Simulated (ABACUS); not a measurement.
# Energy of KCl along an even scaling of the cell

System: KCl (Fm-3m, 2 atoms in the cell).
Method: Kohn-Sham DFT of a periodic cell, PBE, PseudoDojo NC SR 0.4.1 PBE standard, no spin polarisation (ABACUS 3.10.1).

The 7 runs differ only in the geometry, by an even scaling of the cell at fixed fractional positions. The structure derives from an entry of the Crystallography Open Database.

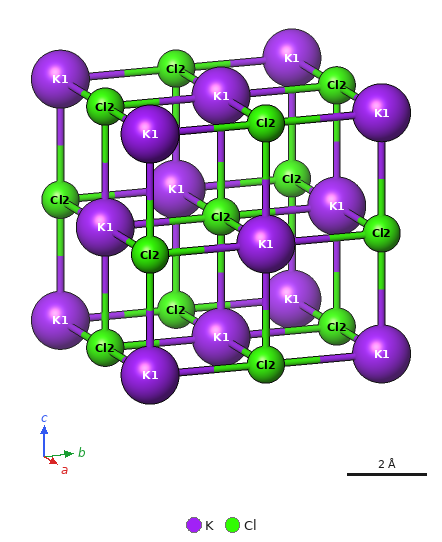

Figure 1. The structure of run 4 (ball-and-stick view of the cell 4 times as large as that of the calculation, set on its symmetry axes, seen slightly off an axis; atoms are numbered from 1 in the order of the input).

### Input file of run 4
```
INPUT_PARAMETERS
suffix              KCl
calculation         scf
basis_type          pw
pseudo_dir          ./
symmetry            1
dft_functional      pbe
ecutwfc             74
pseudo_rcut         10
nspin               1
nbands              12
ks_solver           dav
smearing_method     fd
smearing_sigma      0.00367493
scf_thr             1e-08
scf_nmax            100
mixing_type         broyden
mixing_beta         0.7
cal_force           1
cal_stress          1
kpar                4
```

### File STRU of run 4
```
ATOMIC_SPECIES
K 39.0983 K.upf
Cl 35.4500 Cl.upf

LATTICE_CONSTANT
1.8897261246

LATTICE_VECTORS
0.0000000000 3.1464700000 3.1464700000
3.1464700000 0.0000000000 3.1464700000
3.1464700000 3.1464700000 0.0000000000

ATOMIC_POSITIONS
Direct

K
0.0
1
0.0000000000 0.0000000000 0.0000000000 1 1 1

Cl
0.0
1
0.5000000000 0.5000000000 0.5000000000 1 1 1
```

### File KPT of run 4
```
K_POINTS
0
Gamma
7 7 7 0 0 0
```

Command:
```bash
OMP_NUM_THREADS=1 mpirun -np 4 abacus > log
```

Run 6 differs from it as follows:
```diff
-0.0000000000 3.1464700000 3.1464700000
-3.1464700000 0.0000000000 3.1464700000
-3.1464700000 3.1464700000 0.0000000000
+0.0000000000 3.1878756693 3.1878756693
+3.1878756693 0.0000000000 3.1878756693
+3.1878756693 3.1878756693 0.0000000000
```

### Results, with one run withheld

| run | volume per atom (Å³) | free energy per atom, from the lowest run given (meV) | pressure (GPa) | gap on the mesh (eV) |
| --- | --- | --- | --- | --- |
| 1 | 29.282 | 18.89 | 2.15 | 5.41 |
| 2 | 29.905 | 11.56 | 1.62 | 5.33 |
| 3 | 30.528 | 6.15 | 1.16 | 5.26 |
| 4 | 31.151 | 2.46 | 0.74 | 5.19 |
| 5 | 31.774 | 0.32 | 0.37 | 5.12 |
| 6 | 32.397 | ? | ? | ? |
| 7 | 33.020 | 0.00 | −0.27 | 4.99 |

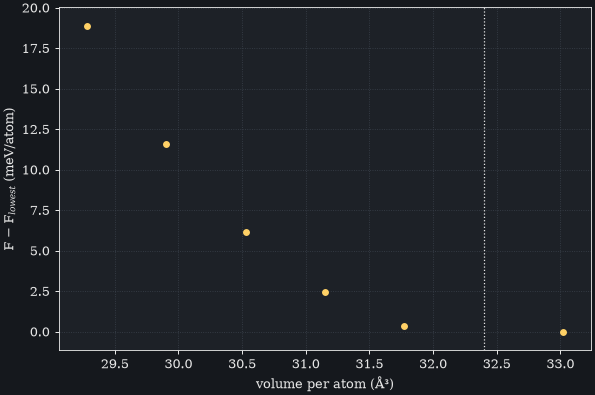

Figure 2. Free energy per atom of the runs given; the dotted line marks run 6.

Estimate the energy of run 6 from the others.

A cubic polynomial in V^(−2/3) (the Birch–Murnaghan form), fitted to the 6 runs given, misses them by under 0.01 meV per atom. With x = V^(−2/3) − 0.10155 Å⁻², it reads F = 3.7459 + 2577.1 x + 3.9957e+05 x² + 1.5785e+06 x³ (meV per atom). At run 6 it gives −0.46 meV per atom, and the run itself gives −0.46. The slope of the fit gives a pressure −dF/dV of 0.03 GPa there, and the run prints 0.03 GPa. The fit has its minimum at 32.466 Å³ per atom, where V d²F/dV² gives 16.3 GPa: the bulk modulus at this level, since symmetry fixes the shape and the positions. The gap on the mesh goes, without turning, from 5.41 eV in run 1 to 4.99 eV in run 7; run 6 has 5.06 eV. These are gaps of this functional on this mesh, which can miss the band edges; they aren't the measured gap.

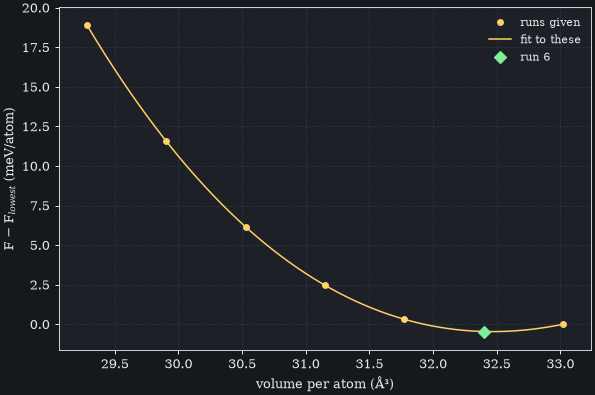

Figure 3. The fit and the withheld run.

### Some lines of the output (run 6)
```
[...]
                             Volume (A^3) = 64.7938
 E_Fermi        0.1502287502         2.0439670066
 E_Fermi        0.1371996782         1.8666973872
 E_Fermi        0.1376673605         1.8730605310
 E_Fermi        0.1376853193         1.8733048738
 E_Fermi        0.2933827730         3.9916774075
 E_Fermi        0.2935243038         3.9936030327
 E_Fermi        0.2935674515         3.9941900872
 E_KS(sigma->0) -93.1973123696       -1268.0144865130
 E_Fermi        0.2935553798         3.9940258443
 final etot is -1268.0144865 eV
 EFERMI = 3.9940258443 eV
 TOTAL-PRESSURE: 0.303741 KBAR
 !FINAL_ETOT_IS -1268.0144865130287144 eV
```
